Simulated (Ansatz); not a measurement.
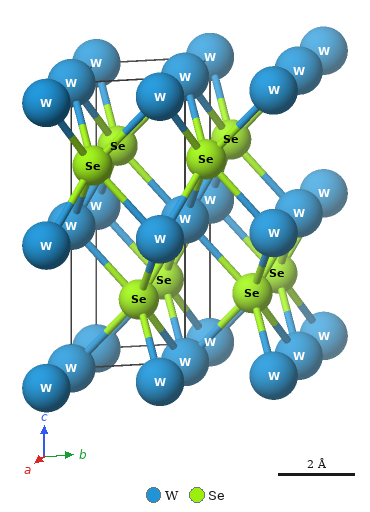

This is the input geometry for a relaxation of a crystal of WSe (built on the nickel arsenide type). The picture is a ball-and-stick view of the cell of the calculation, repeated 2 × 2 × 1 with one cell outlined, seen slightly off an axis.

Method: DFT PBE, scalar-relativistic, plane waves, PAW (Ansatz 0.2.0).

Input file:
```yaml
crystal:
  lattice:
    - [3.1611935885, 0.0, 0.0]
    - [-1.5805967942, 2.7376739539, 0.0]
    - [0.0, 0.0, 7.6608664315]
  atoms:
    - { symbol: W, position: [0.0, 0.0, 0.0] }
    - { symbol: W, position: [0.0, 0.0, 0.5] }
    - { symbol: Se, position: [0.3333333333, 0.6666666667, 0.25] }
    - { symbol: Se, position: [0.6666666667, 0.3333333333, 0.75] }
basis:
  ecutwfc: 420
kpoints:
  mp_grid: { grid: [18, 18, 6] }
hamiltonian:
  xc: pbe
scf:
  occupations: { method: gaussian, width: 0.1 }
output:
  forces: true
  stress: true
  eigenvalues: true
  write_density: true
  write_potential: true
  elf: true
  volumetric_format: npy
relax:
  adjacent_minimum: "off"
  f_tol: 0.01
  max_steps: 80
  cell: { stress_tol: 0.05 }
```

Run as
```bash
ansatz run input.yaml --threads 1 --pin off --max-ram 2560MiB --backend cpu --events-out ev --progress --plain --runs-dir out
```

### Predict the outcome.

After 3 accepted moves (5 points after the start) the energy has fallen by 2.1 meV per cell of the calculation. All forces vanish by symmetry, so only the cell relaxes. The pressure goes from −0.33 to 0.00 GPa. The line search rejected the trial step at point 1 of the run. The SCF was repeated once at an unchanged geometry on a basis and grid sized afresh for the cell, which shifted the energy by less than 0.05 meV per cell of the calculation at most. The atoms keep their places relative to the cell (all moves are under 0.005 Å). Cell: a = b 3.161 → 3.146 Å (−0.5 %), c 7.661 → 7.709 Å (+0.6 %). Volume −0.3 %. Some distances before and after: W1–W1 3.161 → 3.146 Å. The space group stays P6_3/mmc (No. 194).

Final geometry:

```
W Se
1.0
     3.14626    0.00000    0.00000
    -1.57313    2.72474    0.00000
     0.00000    0.00000    7.70929
W Se
2 2
Direct
  0.00000 0.00000 0.00000
  0.00000 0.00000 0.50000
  0.33333 0.66667 0.25000
  0.66667 0.33333 0.75000
```
